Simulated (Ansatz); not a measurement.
Geometry relaxation, with input and output: AlO (part 2 of 2)

Continued. System: AlO (P4/nmm, 4 atoms in the cell). Method: DFT PBE, scalar-relativistic, plane waves, PAW, no spin polarisation (Ansatz 0.2.0); cutoff 420 eV, 6×6×4 k-mesh, Gaussian smearing of 0.1 eV. The structure was made by swapping elements on the sites of another compound; it need not be a known phase. It belongs to a series of runs on one base structure; here: litharge type (P4/nmm, No. 129).

Geometry of the input (Å; fractional positions):
```
3.3393  0.0000  0.0000
0.0000  3.3393  0.0000
0.0000  0.0000  4.2196
Al 0.0000  0.5000  0.2351
Al 0.5000  0.0000  0.7649
O  0.0000  0.0000  0.0000
O  0.5000  0.5000  0.0000
```

**Log, continued**
```
SCF iter   1: F=—  HF=-2212.571858 eV  |F-HF|=—  |Δ(HF+E_count)|=         —  Δρ=9.83e-4  dr2=5.81e-4  ethr=3.31e-6  ⟨swp⟩=2.1  Hψ=2453  notcnv=0
preconditioner: auto → none  [metal: Δε(μ)=0.074 eV  Ē_g=13.412 eV  σ=0.100 eV  W_gap=0.36  n_scr=6 (ndim 8)  ℏωp=21.9 eV  f_vac=0.000  D(μ)=1.32/eV (n_scr^D=6)]
SCF iter   2: F=—  HF=-2212.571689 eV  |F-HF|=—  |Δ(HF+E_count)|=   1.70e-4  Δρ=2.08e-4  dr2=2.01e-5  ethr=3.23e-6  ⟨swp⟩=2.3  Hψ=616  notcnv=0
SCF iter   3: F=—  HF=-2212.571569 eV  |F-HF|=—  |Δ(HF+E_count)|=   1.19e-4  Δρ=8.80e-5  dr2=2.18e-6  ethr=1.12e-7  ⟨swp⟩=2.6  Hψ=554  notcnv=0
iter 4 did not close the SCF: its close was put off for the readings that it lacked (scf_convergence_deferred on its scf_iter line)
SCF iter   4: F=-2212.571570 eV  HF=-2212.571570 eV  |F-HF|=1.80e-8  |Δ(HF+E_count)|=   9.21e-8  Δρ=9.91e-6  dr2=2.69e-8  ethr=1.21e-8  ⟨swp⟩=2.8  Hψ=636  notcnv=0
iter 5 did not close the SCF: its close was put off for the readings that it lacked (scf_convergence_deferred on its scf_iter line)
SCF iter   5: F=-2212.571570 eV  HF=-2212.571570 eV  |F-HF|=2.04e-10  |Δ(HF+E_count)|=   2.08e-8  Δρ=7.75e-7  dr2=2.12e-10  ethr=1.49e-10  ⟨swp⟩=2.2  Hψ=613  notcnv=0
SCF iter   6: F=-2212.571570 eV  HF=-2212.571570 eV  |F-HF|=5.46e-12  |Δ(HF+E_count)|=  2.67e-10  Δρ=1.35e-7  dr2=5.51e-12  ethr=1.18e-12  ⟨swp⟩=1.0  Hψ=1138  notcnv=0
SCF 7 converged in 6 iterations: F = -2212.571570 eV  dr2 = 5.51e-12
relax step   7: F+E_penalty+E_count = -2212.57156953 eV  Δ(F+E_penalty+E_count) = +2.427e-4 eV  max|allowed force component| = 2.341e-3 eV/Å  Δτ_max = 0.0033 Å  P = +0.085 GPa  Ω = 51.664 Å³  energy of the carried Pulay correction = -1.116e-3 eV  (6 SCF iters, dr2 threshold 4.00e-7 eV, accepted)
iter 1 solved again at ethr=1.97e-8 eV; its pass at ethr=3.10e-3 eV (dr2=3.55e-6 eV) is discarded
SCF iter   1: F=—  HF=-2212.572773 eV  |F-HF|=—  |Δ(HF+E_count)|=         —  Δρ=7.31e-5  dr2=2.10e-7  ethr=1.97e-8  ⟨swp⟩=3.1  Hψ=3500  notcnv=0
preconditioner: auto → none  [metal: Δε(μ)=0.076 eV  Ē_g=13.429 eV  σ=0.100 eV  W_gap=0.37  n_scr=6 (ndim 8)  ℏωp=21.9 eV  f_vac=0.000  D(μ)=1.32/eV (n_scr^D=6)]
SCF iter   2: F=—  HF=-2212.572669 eV  |F-HF|=—  |Δ(HF+E_count)|=   1.04e-4  Δρ=3.59e-5  dr2=4.45e-8  ethr=1.17e-9  ⟨swp⟩=2.0  Hψ=663  notcnv=0
iter 3 did not close the SCF: its close was put off for the readings that it lacked (scf_convergence_deferred on its scf_iter line)
SCF iter   3: F=-2212.572673 eV  HF=-2212.572673 eV  |F-HF|=5.38e-8  |Δ(HF+E_count)|=   3.87e-6  Δρ=4.27e-6  dr2=1.10e-9  ethr=2.47e-10  ⟨swp⟩=2.0  Hψ=646  notcnv=0
iter 4 did not close the SCF: its close was put off for the readings that it lacked (scf_convergence_deferred on its scf_iter line)
SCF iter   4: F=-2212.572673 eV  HF=-2212.572673 eV  |F-HF|=5.67e-10  |Δ(HF+E_count)|=   5.35e-8  Δρ=6.35e-7  dr2=8.22e-11  ethr=6.13e-12  ⟨swp⟩=2.3  Hψ=659  notcnv=0
iter 5 did not close the SCF: its close was put off for the readings that it lacked (scf_convergence_deferred on its scf_iter line)
SCF iter   5: F=-2212.572673 eV  HF=-2212.572673 eV  |F-HF|=8.19e-12  |Δ(HF+E_count)|=  5.91e-10  Δρ=2.18e-7  dr2=1.11e-11  ethr=1.00e-12  ⟨swp⟩=2.8  Hψ=689  notcnv=0
SCF iter   6: F=-2212.572673 eV  HF=-2212.572673 eV  |F-HF|=4.55e-13  |Δ(HF+E_count)|=  1.05e-11  Δρ=9.43e-9  dr2=1.17e-14  ethr=1.00e-12  ⟨swp⟩=1.2  Hψ=909  notcnv=0
SCF 8 converged in 6 iterations: F = -2212.572673 eV  dr2 = 1.17e-14
relax step   8: F+E_penalty+E_count = -2212.57267284 eV  Δ(F+E_penalty+E_count) = -1.103e-3 eV  max|allowed force component| = 2.234e-3 eV/Å  Δτ_max = 0.0000 Å  P = +0.098 GPa  Ω = 51.664 Å³  stress off target by 1.14e-1 GPa  SCF on the basis re-selected at this cell (its energy is not comparable with the rows above)  (6 SCF iters)
```

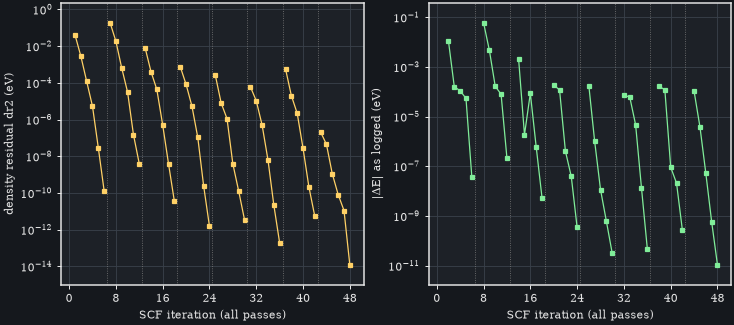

Fig. 1: Convergence of the self-consistent field: density residual dr2 and size of the energy change against the SCF iteration. The dotted lines part the SCF passes of the relaxation: geometry steps, rejected trials and re-solves on a re-selected basis. The 8 passes take 6 iterations each, 48 in all.

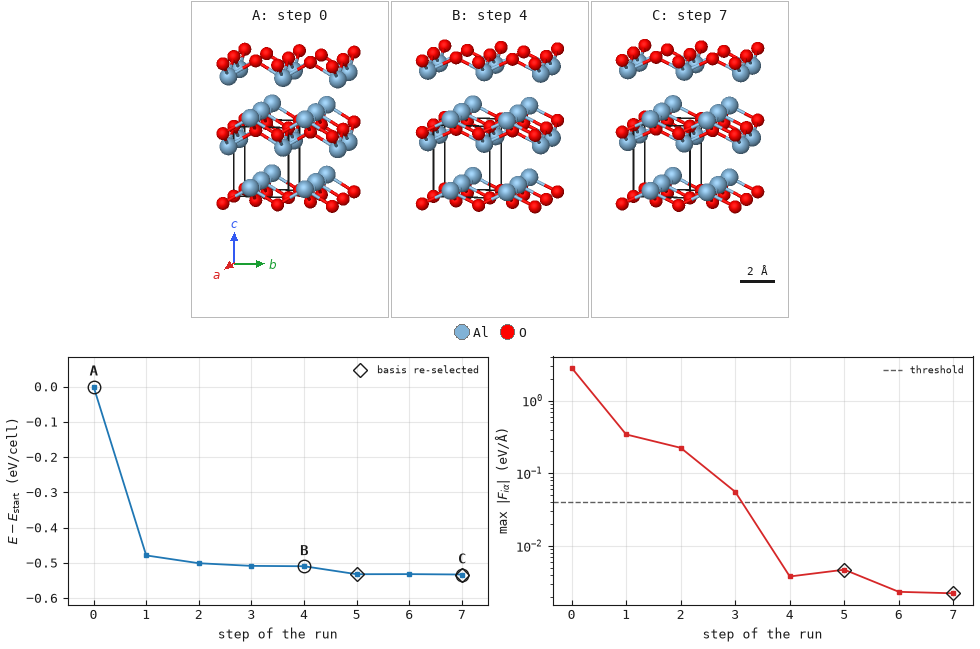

Fig. 2: Frames of the relaxation (ball-and-stick view of the cell of the calculation, repeated 2 × 2 × 2, seen slightly off an axis) above the curves, on which the letters mark them (the first geometry is step 0 here and step 1 in the log).

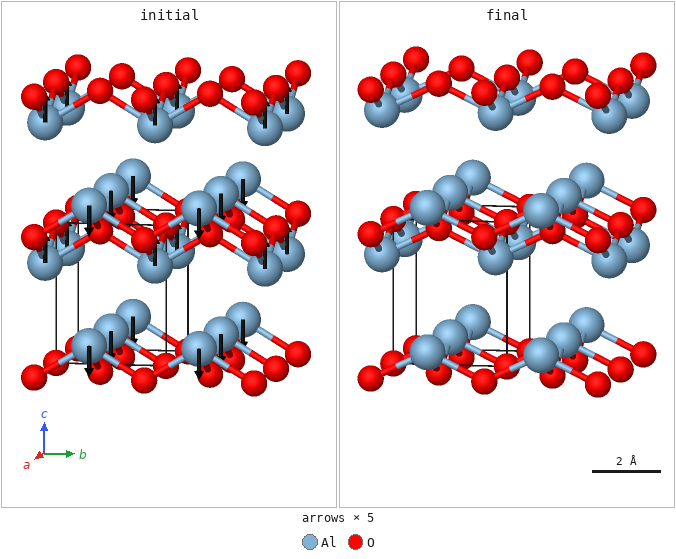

Fig. 3: Before (left) and after (right) the relaxation, at one scale (ball-and-stick view of the cell of the calculation, repeated 2 × 2 × 2, seen slightly off an axis). The black arrows give the displacements (without the part carried along by the change of the cell), magnified 5 times. Over 5 geometry steps the energy falls by 0.532 eV per cell of the calculation. The largest force component goes from 2.8 to 0.0022 eV/Å. The pressure goes from 2.45 to 0.10 GPa. The basis was re-selected once at an unchanged geometry, which shifts the energy a little without any move. The largest moves relative to the cell, 0.19 Å, are those of Al1 and Al2. O stays in place. The drawn cell changes as follows: a = b 3.339 → 3.451 Å (+3.3 %), c 4.220 → 4.339 Å (+2.8 %); the volume changes by +9.8 %. Among the contacts that change: Al1–O3 1.942 → 1.916 Å. Among the angles that change: O3–Al1–O3 118.6° → 128.4°, Al1–O3–Al1 118.6° → 128.4°, Al1–O3–Al2 105.1° → 100.9°. The space group stays P4/nmm (No. 129). The energy change given includes the shifts at the re-selections in mid-walk, which come without any move. A last SCF at the same geometry on a re-selected plane-wave basis shifts the energy by −1.1 meV per cell of the calculation. (Atoms are counted from 1 in the order of the input.)

```
basis re-selected at this cell: Δ(F+E_penalty+E_count) = -1.103e-3 eV, ΔP = +0.013 GPa vs the last step (what re-selecting the basis moved, of the pressure what is left beyond the Pulay correction that the steps carried, after the strain that the cell walked since its last selection, with what the two solves' SCF thresholds leave and, on support functions, any second-order correction that the steps lacked; it is no measure of the basis error at this ecutwfc). This SCF's stress stands 1.14e-1 GPa from its target on what of the cell is left free (relax.cell.stress_tol is 4.00e-1 GPa) and its largest allowed force component is 2.23e-3 eV/Å (relax.f_tol is 4.00e-2 eV/Å): within both
SCF converged after 6 iterations
Free energy (F): -2212.572673 eV
Harris-Foulkes:  -2212.572673 eV  (|F-HF|=4.55e-13)
Internal energy: -2212.566049 eV  (E = F + TS)
E sigma→0 (E₀):  -2212.569361 eV
Entropy (-TS):   -0.006624 eV (-1.656 meV/atom)
Fermi energy:    7.246074 eV
--- Per-component energies (eV) ---
  E_band       = -30.279902
  E_kinetic    = 405.832505
  E_local      = -1081.753291  (includes V_loc(G=0)·N_el)
  E_nonlocal   = 114.299930
  E_hartree    = 429.626173
  E_xc         = -228.388687
  E_vxc        = -248.235836  (∫ρ·V_xc dr)
  E_paw        = -1251.517130  (= ΣΔE_a)
  E_vpaw       = -79.680518  (= ΣTr[D̂ρ^β])
  E_aug_tail   = 0.004960  (compensation charges beyond the density's cutoff)
  E_ewald      = -600.670509
  E_smearing   = -0.006624  (= −TS)
  E_closure    = 0.000000  (closes the sum)
  Σ components = -2212.572673   (vs F -2212.572673, Δ=0.00e0)
--- Forces (eV/Å), atoms counted from 1 ---
  atom   1  Al     0.00000000     0.00000000    -0.00223408
  atom   2  Al    -0.00000000    -0.00000000     0.00223408
  atom   3  O     -0.00000000    -0.00000000     0.00000000
  atom   4  O      0.00000000     0.00000000     0.00000000
  max |Σ_I F_I| component: 0.00e0 eV/Å
--- Stress (GPa, compression-positive) ---
        0.090553       0.000000      -0.000000
        0.000000       0.090553      -0.000000
       -0.000000      -0.000000       0.114272
  P = ⅓ Tr σ = 0.0985 GPa (0.985 kbar)
--- Band table (eV; the first three rows and the last of 30) ---
  k-point 0: bands = ["-14.7107", "-11.7428", "-0.8785", "-0.8785", "-0.2965", "2.7382", "2.9118", "3.4895", "3.4895", "10.5454", "13.3105", "13.4379", "14.3587"]
  k-point 1: bands = ["-14.6940", "-11.7387", "-1.0251", "-0.8606", "-0.8606", "2.6636", "3.4917", "3.4917", "4.3977", "10.5214", "11.6302", "13.1693", "13.1693"]
  k-point 2: bands = ["-14.6772", "-11.7347", "-1.5170", "-0.8434", "-0.8434", "2.5887", "3.4940", "3.4940", "6.2022", "9.1332", "11.6871", "12.5459", "12.5459"]
  k-point 29: bands = ["-13.0511", "-13.0511", "-2.5625", "-2.5625", "1.1671", "1.1671", "4.1193", "4.1193", "7.1087", "7.1087", "11.3923", "11.3923", "14.8359"]
--- Relaxed structure (6 steps of the walk, 6 accepted, 2 SCFs on fresh bases) ---
  F+E_penalty+E_count = -2212.57267284 eV   max|allowed force component| = 2.234e-3 eV/Å   (the final SCF, on the basis selected at the relaxed cell)
  cell:  # Å, volume = 51.6635 Å³
    - [3.4506134632201637, 2.5162892605563113e-33, 1.1579431777549278e-33]
    - [-1.5810313053052927e-33, 3.4506134632201637, -1.781443724287654e-34]
    - [-1.1817728836857999e-33, -2.2510090537528873e-34, 4.339016119998765]
  atoms:
    - { symbol: Al, position: [2.103066373595484e-34, 0.5, 0.1922366234942472] }
    - { symbol: Al, position: [0.5, 9.01154838795315e-36, 0.8077633765057528] }
    - { symbol: O, position: [-5.237963000028809e-35, -2.343002580867823e-35, -1.1562628176194447e-19] }
    - { symbol: O, position: [0.5, 0.5, -1.1562628176194505e-19] }
```

**Trajectory as extended XYZ (Å, eV, eV/Å), 8 frames, from step=1 to step=8**
```
4
Lattice="3.3393 0.0000 0.0000 0.0000 3.3393 0.0000 0.0000 0.0000 4.2196" Properties=species:S:1:pos:R:3:forces:R:3 step=1 energy=-2212.03949 pressure_GPa=2.45
Al    0.0000    1.6697    0.9920    0.0000   0.0000  -2.8251
Al    1.6697    0.0000    3.2275    0.0000   0.0000   2.8251
O     0.0000    0.0000    0.0000    0.0000   0.0000   0.0000
O     1.6697    1.6697    0.0000    0.0000   0.0000   0.0000
4
Lattice="3.4635 0.0000 0.0000 0.0000 3.4635 0.0000 0.0000 0.0000 4.4292" Properties=species:S:1:pos:R:3:forces:R:3 step=2 energy=-2212.51849 pressure_GPa=-3.99
Al    0.0000    1.7318    0.8545    0.0000   0.0000  -0.3420
Al    1.7318    0.0000    3.5747    0.0000   0.0000   0.3420
O     0.0000    0.0000    0.0000    0.0000   0.0000   0.0000
O     1.7318    1.7318    0.0000    0.0000   0.0000   0.0000
4
Lattice="3.4646 0.0000 0.0000 0.0000 3.4646 0.0000 0.0000 0.0000 4.2776" Properties=species:S:1:pos:R:3:forces:R:3 step=3 energy=-2212.54067 pressure_GPa=-1.68
Al    0.0000    1.7323    0.8374    0.0000   0.0000  -0.2239
Al    1.7323    0.0000    3.4402    0.0000   0.0000   0.2239
O     0.0000    0.0000    0.0000    0.0000   0.0000   0.0000
O     1.7323    1.7323    0.0000    0.0000   0.0000   0.0000
4
Lattice="3.4511 0.0000 0.0000 0.0000 3.4511 0.0000 0.0000 0.0000 4.3197" Properties=species:S:1:pos:R:3:forces:R:3 step=4 energy=-2212.54820 pressure_GPa=-0.66
Al    0.0000    1.7255    0.8355    0.0000   0.0000  -0.0555
Al    1.7255    0.0000    3.4842    0.0000   0.0000   0.0555
O     0.0000    0.0000    0.0000    0.0000   0.0000   0.0000
O     1.7255    1.7255    0.0000    0.0000   0.0000   0.0000
4
Lattice="3.4448 0.0000 0.0000 0.0000 3.4448 0.0000 0.0000 0.0000 4.3233" Properties=species:S:1:pos:R:3:forces:R:3 step=5 energy=-2212.54922 pressure_GPa=-0.02
Al    0.0000    1.7224    0.8345    0.0000   0.0000   0.0038
Al    1.7224    0.0000    3.4888    0.0000   0.0000  -0.0038
O     0.0000    0.0000    0.0000    0.0000   0.0000   0.0000
O     1.7224    1.7224    0.0000    0.0000   0.0000   0.0000
4
Lattice="3.4448 0.0000 0.0000 0.0000 3.4448 0.0000 0.0000 0.0000 4.3233" Properties=species:S:1:pos:R:3:forces:R:3 step=6 energy=-2212.57181 pressure_GPa=0.73
Al    0.0000    1.7224    0.8345    0.0000   0.0000   0.0047
Al    1.7224    0.0000    3.4888    0.0000   0.0000  -0.0047
O     0.0000    0.0000    0.0000    0.0000   0.0000   0.0000
O     1.7224    1.7224    0.0000    0.0000   0.0000   0.0000
4
Lattice="3.4506 0.0000 0.0000 0.0000 3.4506 0.0000 0.0000 0.0000 4.3390" Properties=species:S:1:pos:R:3:forces:R:3 step=7 energy=-2212.57157 pressure_GPa=0.09
Al    0.0000    1.7253    0.8341    0.0000   0.0000  -0.0023
Al    1.7253    0.0000    3.5049    0.0000   0.0000   0.0023
O     0.0000    0.0000    0.0000    0.0000   0.0000   0.0000
O     1.7253    1.7253    0.0000    0.0000   0.0000   0.0000
4
Lattice="3.4506 0.0000 0.0000 0.0000 3.4506 0.0000 0.0000 0.0000 4.3390" Properties=species:S:1:pos:R:3:forces:R:3 step=8 energy=-2212.57267 pressure_GPa=0.10
Al    0.0000    1.7253    0.8341    0.0000   0.0000  -0.0022
Al    1.7253    0.0000    3.5049    0.0000   0.0000   0.0022
O     0.0000    0.0000    0.0000    0.0000   0.0000   0.0000
O     1.7253    1.7253    0.0000    0.0000   0.0000   0.0000
```

**Results in brief**

```json
{"quantity": "outcome", "value": "converged"}
{"quantity": "space group (tolerance 0.01 Å)", "value": "P4/nmm (129)"}
{"quantity": "electrons treated", "value": "18"}
{"quantity": "free energy", "value": "−2212.5727 eV"}
{"quantity": "Fermi energy", "value": "7.246 eV"}
{"quantity": "gap on the k-point mesh", "value": "none (metallic)"}
{"quantity": "pressure", "value": "0.10 GPa"}
{"quantity": "final volume", "value": "51.66 Å³"}
{"quantity": "largest force (length of the vector) at the end", "value": "0.002 eV/Å"}
{"quantity": "final cell", "value": "a = 3.451 Å, b = 3.451 Å, c = 4.339 Å, α = 90.00°, β = 90.00°, γ = 90.00°"}
{"quantity": "wall time", "value": "5.9 s"}
{"quantity": "peak memory", "value": "0.33 GiB"}
```
